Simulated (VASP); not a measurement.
## Geometry relaxation, with input and output: TiS2 (part 2 of 3)

Continued. System: TiS2 (P-3m1, 3 atoms in the cell). Method: Kohn-Sham DFT of a periodic cell, LDA, VASP PAW LDA potentials, recommended, no spin polarisation (VASP 6.6.1); cutoff 600 eV, 12×12×7 k-mesh, methfessel-paxton of 0.1 eV. The structure derives from an entry of the Crystallography Open Database.

Geometry of the input (Å; fractional positions):
```
3.4120  0.0000  0.0000
-1.7060  2.9549  0.0000
0.0000  0.0000  5.6950
Ti 0.0000  0.0000  0.0000
S  0.3333  0.6667  0.2500
S  0.6667  0.3333  0.7500
```

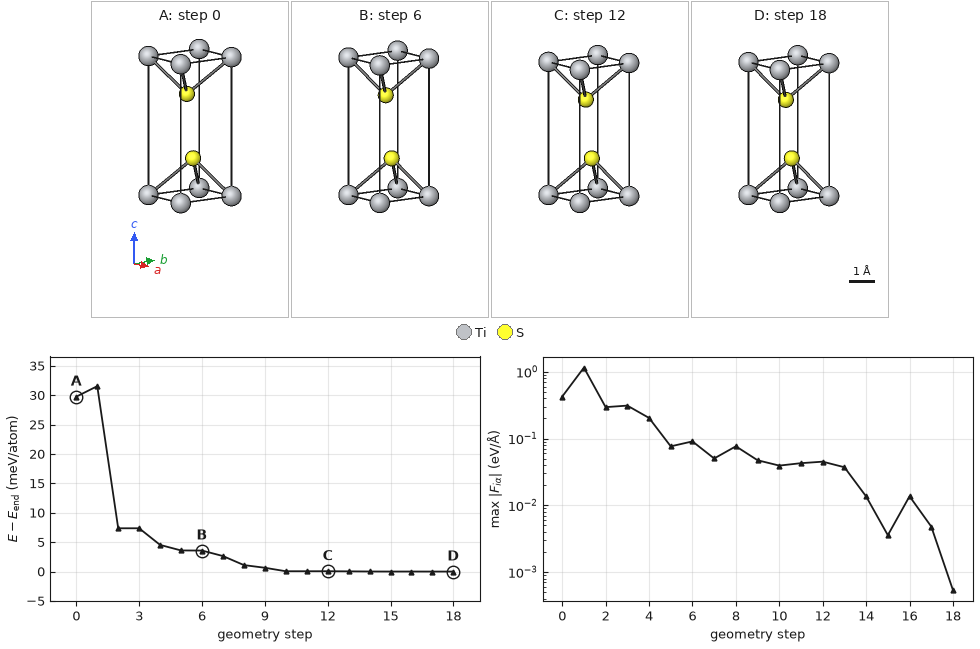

**Figure 1.** Frames of the relaxation (ball-and-stick view of the cell of the calculation, seen slightly off an axis) above the curves, on which the letters mark them (steps are counted from 0).

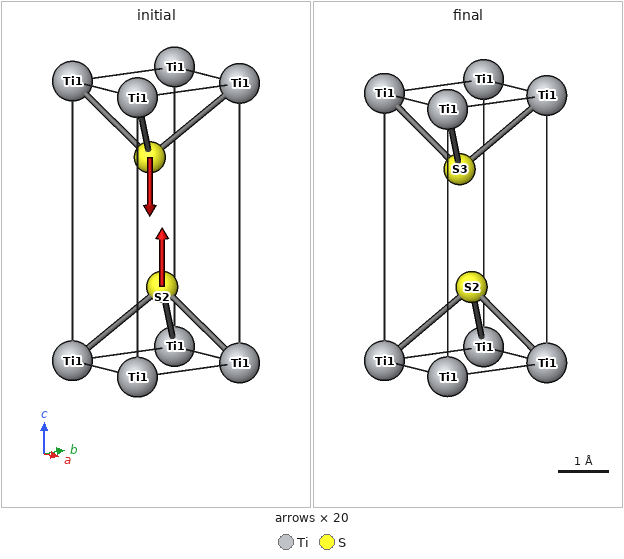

**Figure 2.** Before (left) and after (right) the relaxation, at one scale (ball-and-stick view of the cell of the calculation, seen slightly off an axis). The red arrows give the displacements (without the part carried along by the change of the cell), magnified 20 times. The energy falls by 29.8 meV per atom in 18 geometry steps. Largest force component: 0.42 eV/Å at the start, 0.00054 eV/Å at the end. The largest moves relative to the cell, 0.061 Å, are those of S2 and S3. Ti stays in place. The volume changes by −9.8 %, with a = b 3.412 → 3.314 Å (−2.9 %), c 5.695 → 5.447 Å (−4.4 %). Among the contacts that change: Ti1–S2 2.431 → 2.385 Å. The space group stays P-3m1 (No. 164). (Atoms are counted from 1 in the order of the input.)

Parts of OUTCAR:
```
PREC = Accurate
   ENCUT = 600
   EDIFF = 1E-6
   ISMEAR = 1
   LREAL = False
   LASPH = True
   NELM = 80
   ISIF = 3
   GGA = CA
   IBRION = 2
   NSW = 90
   EDIFFG = -0.01

 ion  position               nearest neighbor table
   1  0.000  0.000  0.000-   2 2.43   3 2.43   2 2.43   3 2.43   3 2.43   2 2.43
   2  0.333  0.667  0.250-   1 2.43   1 2.43   1 2.43
   3  0.667  0.333  0.750-   1 2.43   1 2.43   1 2.43

  LATTYP: Found a hexagonal cell.
 ALAT       =     3.4120000000
 C/A-ratio  =     1.6691090270

  Lattice vectors:

 A1 = (   3.4120000000,   0.0000000000,   0.0000000000)
 A2 = (  -1.7060000000,   2.9548786777,   0.0000000000)
 A3 = (   0.0000000000,   0.0000000000,   5.6950000000)

Analysis of symmetry for initial positions (statically):
=====================================================================
 Subroutine PRICEL returns:
 Original cell was already a primitive cell.

 Routine SETGRP: Setting up the symmetry group for a
 hexagonal supercell.

 Subroutine GETGRP returns: Found 12 space group operations
 (whereof 12 operations were pure point group operations)
 out of a pool of 24 trial point group operations.

The static configuration has the point symmetry D_3d.

Analysis of symmetry for dynamics (positions and initial velocities):
=====================================================================
 Subroutine PRICEL returns:
 Original cell was already a primitive cell.

 Routine SETGRP: Setting up the symmetry group for a
 hexagonal supercell.

 Subroutine GETGRP returns: Found 12 space group operations
 (whereof 12 operations were pure point group operations)
 out of a pool of 24 trial point group operations.

The dynamic configuration has the point symmetry D_3d.

 Subroutine INISYM returns: Found 12 space group operations
 (whereof 12 operations are pure point group operations),
 and found     1 'primitive' translations

----------------------------------------------------------------------------------------

                                     Primitive cell

  volume of cell :      57.4173

  direct lattice vectors                    reciprocal lattice vectors
     3.412000000  0.000000000  0.000000000     0.293083236  0.169211685  0.000000000
    -1.706000000  2.954878678  0.000000000     0.000000000  0.338423370  0.000000000
     0.000000000  0.000000000  5.695000000     0.000000000  0.000000000  0.175592625

  length of vectors
     3.412000000  3.412000000  5.695000000     0.338423370  0.338423370  0.175592625

  position of ions in fractional coordinates (direct lattice)
     0.000000000  0.000000000  0.000000000
     0.333333333  0.666666667  0.250000000
     0.666666667  0.333333333  0.750000000

  ion indices of the primitive-cell ions
   primitive index   ion index
                 1           1
                 2           2
                 3           3

----------------------------------------------------------------------------------------

 KPOINTS: regular mesh

Automatic generation of k-mesh.
 Grid dimensions read from file:
 generate k-points for:   12   12    7

 Generating k-lattice:

  Cartesian coordinates                     Fractional coordinates (reciprocal lattice)
     0.024423603  0.014100974  0.000000000     0.083333333  0.000000000  0.000000000
     0.000000000  0.028201947  0.000000000     0.000000000  0.083333333  0.000000000
     0.000000000  0.000000000  0.025084661     0.000000000  0.000000000  0.142857143

  Length of vectors
     0.028201947  0.028201947  0.025084661

  Shift w.r.t. Gamma in fractional coordinates (k-lattice)
     0.000000000  0.000000000  0.000000000

 Subroutine IBZKPT returns following result:
 ===========================================

 Found    112 irreducible k-points:

 Following reciprocal coordinates:
            Coordinates               Weight
  0.000000  0.000000  0.000000      1.000000
  0.083333 -0.000000  0.000000      6.000000
  0.166667 -0.000000  0.000000      6.000000
  0.250000  0.000000  0.000000      6.000000
  0.333333 -0.000000  0.000000      6.000000
  0.416667  0.000000  0.000000      6.000000
  0.500000  0.000000  0.000000      3.000000
  0.083333  0.083333  0.000000      6.000000
  0.166667  0.083333  0.000000     12.000000
  0.250000  0.083333  0.000000     12.000000
  0.333333  0.083333  0.000000     12.000000
  0.416667  0.083333  0.000000     12.000000
  0.166667  0.166667  0.000000      6.000000
  0.250000  0.166667  0.000000     12.000000
  0.333333  0.166667  0.000000     12.000000
  0.416667  0.166667  0.000000      6.000000
  0.250000  0.250000  0.000000      6.000000
  0.333333  0.250000  0.000000     12.000000
  0.333333  0.333333  0.000000      2.000000
  0.000000  0.000000  0.142857      2.000000
  0.083333 -0.000000  0.142857      6.000000
  0.000000  0.083333  0.142857      6.000000
  0.166667 -0.000000  0.142857      6.000000
  0.000000  0.166667  0.142857      6.000000
 [... further k-points ...]
   k-points           NKPTS =    112   k-points in BZ     NKDIM =    112   number of bands    NBANDS=     16
   number of dos      NEDOS =    301   number of ions     NIONS =      3
   total plane-waves  NPLWV =  37632
   dimension x,y,z NGX =    28 NGY =   28 NGZ =   48
   dimension x,y,z NGXF=    56 NGYF=   56 NGZF=   96
   ions per type =               1   2
   NGX,Y,Z   is equivalent  to a cutoff of  13.64, 13.64, 14.01 a.u.
   NGXF,Y,Z  is equivalent  to a cutoff of  27.29, 27.29, 28.02 a.u.
 SYSTEM =  unknown system
   PREC   = accura    normal or accurate (medium, high low for compatibility)
   ISTART =      0    job   : 0-new  1-cont  2-samecut
   ICHARG =      2    charge: 1-file 2-atom 10-const
   ISPIN  =      1    spin polarized calculation?
   LNONCOLLINEAR =      F non collinear calculations
   LSORBIT =      F    spin-orbit coupling
   LASPH  =      T    aspherical Exc in radial PAW
   ENCUT  =  600.0 eV  44.10 Ry    6.64 a.u.   6.81  6.81 11.37*2*pi/ulx,y,z
   NELM   =     80;   NELMIN=  2; NELMDL= -5     # of ELM steps
   EDIFF  = 0.1E-05   stopping-criterion for ELM
   LREAL  =      F    real-space projection
   EDIFFG = -.1E-01   stopping-criterion for IOM
   NSW    =     90    number of steps for IOM
   IBRION =      2    ionic relax: 0-MD 1-quasi-New 2-CG
   NFREE  =      1    steps in history (QN), initial steepest desc. (CG)
   ISIF   =      3    stress and relaxation
   ISYM   =      2    0-nonsym 1-usesym 2-fastsym
   POTIM  = 0.5000    time-step for ionic-motion
   TEBEG  =    0.0;   TEEND  =   0.0 temperature during run
   PSTRESS=    0.0 pullay stress
   NELECT =      24.0000    total number of electrons
   NUPDOWN=      -1.0000    fix difference up-down
   EMIN   =  10.00;   EMAX   =-10.00  energy-range for DOS
   EFERMI =   0.00;   METHOD = LEGACY
   ISMEAR =     1;   SIGMA  =   0.10  broadening in eV -4-tet -1-fermi 0-gaus
   EFERMI_NEDOS =   21; number of points for ismear=-14 and -15
   IALGO  =     38    algorithm
   IMIX   =      4    mixing-type and parameters
     AMIX     =   0.40;   BMIX     =  1.00
     AMIX_MAG =   1.60;   BMIX_MAG =  1.00
  volume/ion in A,a.u.               =      19.14       129.16
  Fermi-wavevector in a.u.,A,eV,Ry     =   1.224046  2.313112 20.385458  1.498289
  Thomas-Fermi vector in A             =   2.359135
   LORBIT       =      0    0 simple, 1 ext, 2 COOP (PROOUT), +10 PAW based schemes
   GGA     = CA    functional components
   LHFCALC =     F    Hartree Fock is set to
   AEXX    =    0.0000 exact exchange contribution
   IVDW    =     0    specifies the selected vdW correction
   LEPSILON=     F    determine dielectric tensor
   LRPA    =     F    only Hartree local field effects (RPA)
 conjugate gradient relaxation of ions
 non-spin polarized calculation
 Methfessel and Paxton  Order N= 1 SIGMA  =   0.10
  energy-cutoff  :      600.00
  volume of cell :       57.42
 maximum number of plane-waves:      1943
   NGX = 13   NGY = 13   NGZ = 23

--------------------------------------- Ionic step        1  -------------------------------------------

 number of electron      23.9999999 magnetization

 Free energy of the ion-electron system (eV)
  ---------------------------------------------------
  ext. energy  EPLUGINS =         0.00000000
  ---------------------------------------------------
  free energy    TOTEN  =       -21.94274004 eV

  energy without entropy =      -21.94273151  energy(sigma->0) =      -21.94273720

------------------------ aborting loop because EDIFF is reached ----------------------------------------

  FORCE on cell =-STRESS in cart. coord.  units (eV):
  Direction    XX          YY          ZZ          XY          YZ          ZX
  --------------------------------------------------------------------------------------
  -------------------------------------------------------------------------------------
  Total       -2.3888836     -2.3888836     -1.8631173      0.0000000      0.0000000      0.0000000
  in kB      -66.6596717    -66.6596717    -51.9886316      0.0000000      0.0000000      0.0000000
  external PRESSURE =     -61.7693250 kB  Pullay stress =       0.0000000 kB

 VOLUME and BASIS-vectors are now :
 -----------------------------------------------------------------------------
  energy-cutoff  :      600.00
  volume of cell :       57.42
      direct lattice vectors                 reciprocal lattice vectors
     3.412000000  0.000000000  0.000000000     0.293083236  0.169211685  0.000000000
    -1.706000000  2.954878678  0.000000000     0.000000000  0.338423370  0.000000000
     0.000000000  0.000000000  5.695000000     0.000000000  0.000000000  0.175592625

 POSITION                                       TOTAL-FORCE (eV/Angst)
 -----------------------------------------------------------------------------------
      0.00000      0.00000      0.00000         0.000000      0.000000      0.000000
     -0.00000      1.96992      1.42375         0.000000      0.000000     -0.424383
      1.70600      0.98496      4.27125        -0.000000     -0.000000      0.424383
 -----------------------------------------------------------------------------------
    total drift:                               -0.000000     -0.000000     -0.000000

  FREE ENERGIE OF THE ION-ELECTRON SYSTEM (eV)
  ---------------------------------------------------
  free  energy   TOTEN  =       -21.9427400397 eV

  energy  without entropy=      -21.9427315145  energy(sigma->0) =      -21.94273720

--------------------------------------- Ionic step        2  -------------------------------------------

 number of electron      24.0000002 magnetization

------------------------ aborting loop because EDIFF is reached ----------------------------------------

  FORCE on cell =-STRESS in cart. coord.  units (eV):
  Direction    XX          YY          ZZ          XY          YZ          ZX
  --------------------------------------------------------------------------------------
  -------------------------------------------------------------------------------------
  Total        2.1717195      2.1717195      2.6374684      0.0000000      0.0000000      0.0000000
  in kB       67.5627781     67.5627781     82.0523508      0.0000000      0.0000000      0.0000000
  external PRESSURE =      72.3926357 kB  Pullay stress =       0.0000000 kB

 VOLUME and BASIS-vectors are now :
 -----------------------------------------------------------------------------
  energy-cutoff  :      600.00
  volume of cell :       51.50
      direct lattice vectors                 reciprocal lattice vectors
     3.280926784  0.000000000  0.000000000     0.304791928  0.175971702  0.000000000
    -1.640463392  2.841365943  0.000000000     0.000000000  0.351943403  0.000000000
     0.000000000  0.000000000  5.524374524     0.000000000  0.000000000  0.181015968

 POSITION                                       TOTAL-FORCE (eV/Angst)
 -----------------------------------------------------------------------------------
      0.00000      0.00000      0.00000        -0.000000      0.000000      0.000000
     -0.00000      1.89424      1.36123        -0.000000      0.000000      1.152553
      1.64046      0.94712      4.16314         0.000000     -0.000000     -1.152553
 -----------------------------------------------------------------------------------
    total drift:                               -0.000000     -0.000000      0.000000

  FREE ENERGIE OF THE ION-ELECTRON SYSTEM (eV)
  ---------------------------------------------------
  free  energy   TOTEN  =       -21.9373767768 eV

  energy  without entropy=      -21.9373022485  energy(sigma->0) =      -21.93735193

--------------------------------------- Ionic step        3  -------------------------------------------

 number of electron      23.9999998 magnetization

------------------------ aborting loop because EDIFF is reached ----------------------------------------

  FORCE on cell =-STRESS in cart. coord.  units (eV):
  Direction    XX          YY          ZZ          XY          YZ          ZX
  --------------------------------------------------------------------------------------
  -------------------------------------------------------------------------------------
  Total       -0.2843320     -0.2843320      0.2400158      0.0000000      0.0000000      0.0000000
  in kB       -8.3749848     -8.3749848      7.0696538      0.0000000      0.0000000      0.0000000
  external PRESSURE =      -3.2267719 kB  Pullay stress =       0.0000000 kB

 VOLUME and BASIS-vectors are now :
 -----------------------------------------------------------------------------
  energy-cutoff  :      600.00
  volume of cell :       54.39
      direct lattice vectors                 reciprocal lattice vectors
     3.346216014  0.000000000  0.000000000     0.298845022  0.172538254  0.000000000
    -1.673108007  2.897908075  0.000000000     0.000000000  0.345076508  0.000000000
     0.000000000  0.000000000  5.609365236     0.000000000  0.000000000  0.178273291

 POSITION                                       TOTAL-FORCE (eV/Angst)
 -----------------------------------------------------------------------------------
      0.00000      0.00000      0.00000        -0.000000      0.000000      0.000000
     -0.00000      1.93194      1.39253         0.000000      0.000000      0.294974
      1.67311      0.96597      4.21683        -0.000000     -0.000000     -0.294974
```
